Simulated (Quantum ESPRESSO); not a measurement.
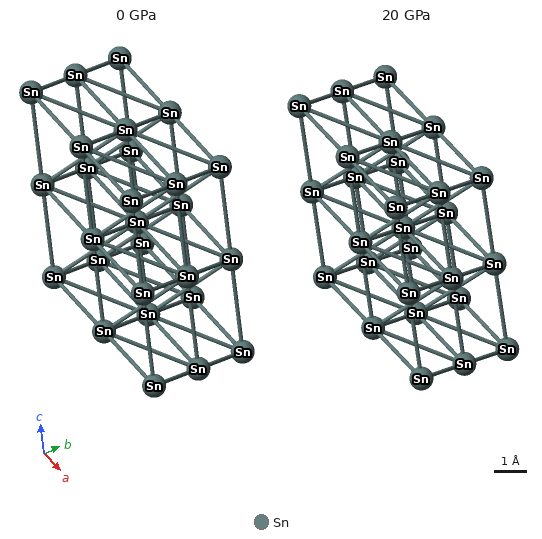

Crystalline Sn (set up in I4/mmm), relaxed (cell and atoms) at several target pressures. The picture shows the first and the last member. A ball-and-stick model of the cell of the calculation, repeated 2 × 2 × 2 with one cell outlined, seen slightly off an axis.

Computed with Quantum ESPRESSO 7.5: PBEsol, GBRV 1.5 PBEsol. (plane-wave cutoff 1061 eV; k-point mesh 10 × 10 × 10; occupations fermi-dirac; smearing width 0.05 eV; no spin polarisation)

| pressure (GPa) | volume (Å³/atom) | a (Å) |
| --- | --- | --- |
| 0 | 26.039 | 3.257 |
| 2 | ? | ? |
| 5 | 24.215 | 3.175 |
| 10 | 22.928 | 3.116 |
| 20 | 21.106 | 3.026 |

Question: One row is withheld. What does the calculation give there?

Answer: Murnaghan's form V = V₀(1 + B′P/B₀)^(−1/B′), with V₀ = 26.039 Å³ from the row at zero pressure, fits the other rows with B₀ = 59.1 GPa and B′ = 4.24 (largest miss 0.008 Å³). At 2 GPa it gives 26.039 × (1 + 4.24 × 2/59.1)^(−1/4.24) = 25.228 Å³ per atom. The calculation gives 25.244 Å³/atom (a = 3.223 Å). The estimate is 0.016 Å³/atom too low. From the first member to the last: Sn–Sn 3.257 → 3.026 Å, Sn–Sn 3.305 → 3.193 Å.

The whole series:

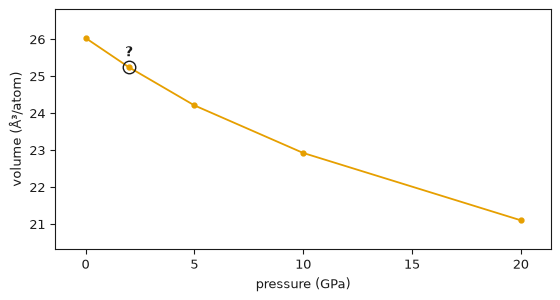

Each member starts from this one structure; whether another phase lies lower wasn't checked.
